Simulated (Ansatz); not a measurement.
A structure file:

```yaml
crystal:
  lattice:
    - [4.86707, 0.00000, 0.00000]
    - [0.00000, 4.86707, 0.00000]
    - [0.00000, 0.00000, 4.86707]
  atoms:
    - { symbol: Hf, position: [0.00000, 0.00000, 0.00000] }
    - { symbol: N, position: [0.25000, 0.75000, 0.25000] }
    - { symbol: Hf, position: [0.00000, 0.50000, 0.50000] }
    - { symbol: N, position: [0.25000, 0.25000, 0.75000] }
    - { symbol: Hf, position: [0.50000, 0.00000, 0.50000] }
    - { symbol: N, position: [0.75000, 0.75000, 0.75000] }
    - { symbol: Hf, position: [0.50000, 0.50000, 0.00000] }
    - { symbol: N, position: [0.75000, 0.25000, 0.25000] }
```

**What crystal do these data define?**

The formula is HfN. The structure has F-43m (No. 216) symmetry and a face-centred cubic lattice. The structure type is zinc blende (sphalerite type). The cell comprises 4 formula units: 4 Hf, 4 N. The polyhedra are HfN4 tetrahedra; they share corners. The Hf atoms are each bonded to four N in a tetrahedral arrangement at 2.11 Å. The N atoms are each bonded to four Hf in a tetrahedral arrangement at 2.11 Å. Not all metal-metal contacts are counted. The bonds build a three-dimensional framework.

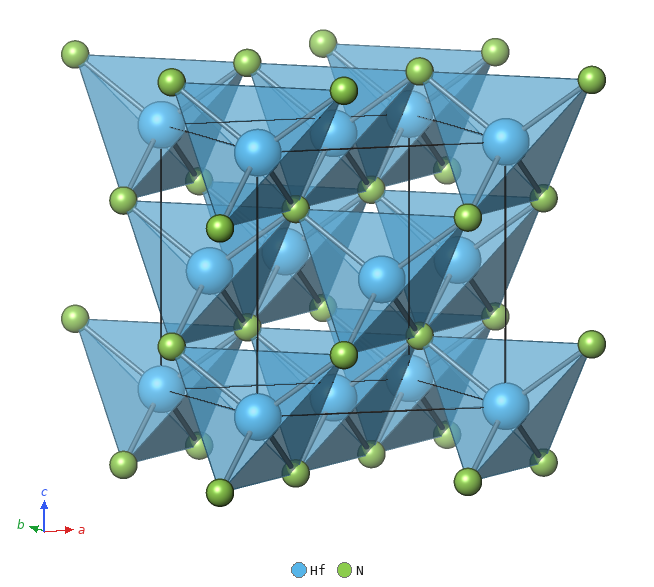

An orthographic polyhedral view of the structure, slightly off an axis. The conventional unit cell is drawn as a box. Some atoms of the next cells are drawn as well. Colours: hafnium blue, nitrogen green.

Starting structure: a structure listed in the Materials Project. Earlier steps of the study may have refined or changed the cell and positions. Ansatz was used for an electronic-structure calculation on it.
